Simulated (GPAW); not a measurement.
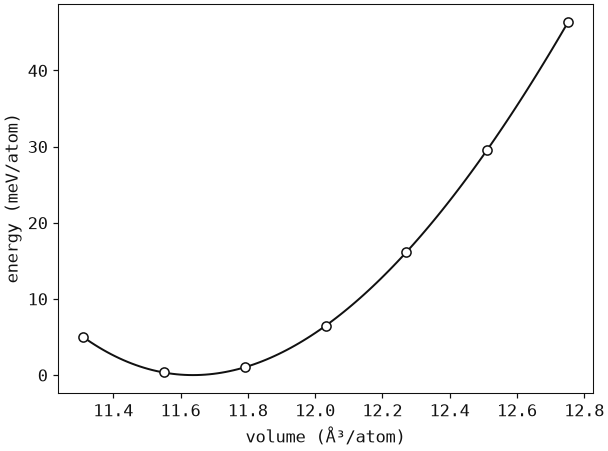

The plot gives the computed energy against volume for AlCu₃, space group Pm-3m (No. 221).

Starting cell:
```yaml
crystal:
  lattice:
    - [3.63738, 0.00000, 0.00000]
    - [0.00000, 3.63738, 0.00000]
    - [0.00000, 0.00000, 3.63738]
  atoms:
    - { symbol: Cu, position: [0.00000, 0.50000, 0.50000] }
    - { symbol: Cu, position: [0.50000, 0.00000, 0.50000] }
    - { symbol: Cu, position: [0.50000, 0.50000, 0.00000] }
    - { symbol: Al, position: [0.00000, 0.00000, 0.00000] }
```

Method: PAW DFT in plane waves, on a grid or in atomic orbitals, no spin polarisation; energies at scaled volumes of the given cell, shape and fractions fixed, counted from the fit's minimum, third-order Birch-Murnaghan fit (GPAW 26.7.0). Level: LDA.

| setting | value |
| --- | --- |
| k mesh | 7×7×7 |
| occupations | Fermi–Dirac |
| smearing width | 0.05 eV |
| potentials | GPAW PAW data sets (gpaw data 1.2.1) |
| wave cutoff | 600 eV |
| program settings | basis pw |

From this curve and the settings, what does the calculation give for the pressure at the same points?

The pressure falls from 4.86 GPa at volume 11.31 Å³/atom to −12.36 GPa at 12.75 Å³/atom, and changes sign near 11.63 Å³/atom.

```csv
volume (Å³/atom),pressure (GPa)
11.31,4.86
11.55,1.07
11.79,-2.30
12.03,-5.29
12.27,-7.94
12.51,-10.29
12.75,-12.36
```
